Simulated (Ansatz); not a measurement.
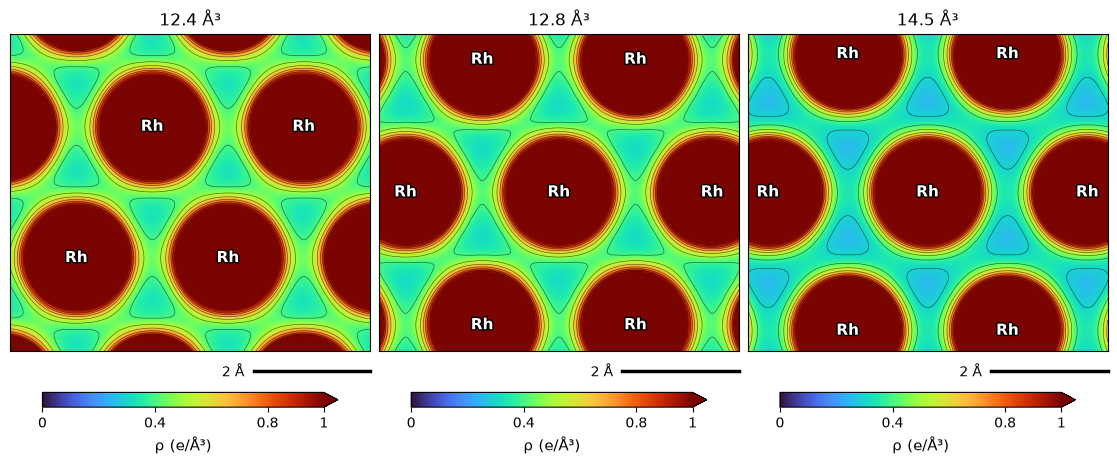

Rh. The valence pseudo-density of cells scaled evenly to different volumes (given per atom above each panel), on the (111) plane of each (indices in the axes of the cell below), at one length scale and on one colour scale.

Computed without spin polarisation.

Method: DFT PBE, scalar-relativistic, plane waves, PAW (Ansatz 0.2.0).

The largest cell:

```yaml
crystal:
  lattice:
    - [0.00000, 1.93395, 1.93395]
    - [1.93395, 0.00000, 1.93395]
    - [1.93395, 1.93395, 0.00000]
  atoms:
    - { symbol: Rh, position: [0.00000, 0.00000, 0.00000] }
```

| volume (Å³/atom) | Rh–Rh contact in the plane (Å) | ρ at its midpoint (e/Å³) | pressure (GPa) | 
| --- | --- | --- | --- |
| 12.36 | 2.595 | 0.440 | 45.7 | 
| 12.78 | 2.624 | 0.416 | 30.9 | 
| 14.05 | 2.708 | ? | ? | 
| 14.47 | 2.735 | 0.343 | −7.1 | 

Estimate the missing row, and compare with the calculation.

Over the known rows ln ρ falls by 1.77 per Å of Rh–Rh distance (a least-squares line), which gives 0.360 e/Å³ at 2.708 Å; the calculation gives 0.360 e/Å³. For the pressure, a straight line in volume between the neighbouring rows gives 2.3 GPa; the calculation gives 0.0, lower because pressure rises ever faster on compression.
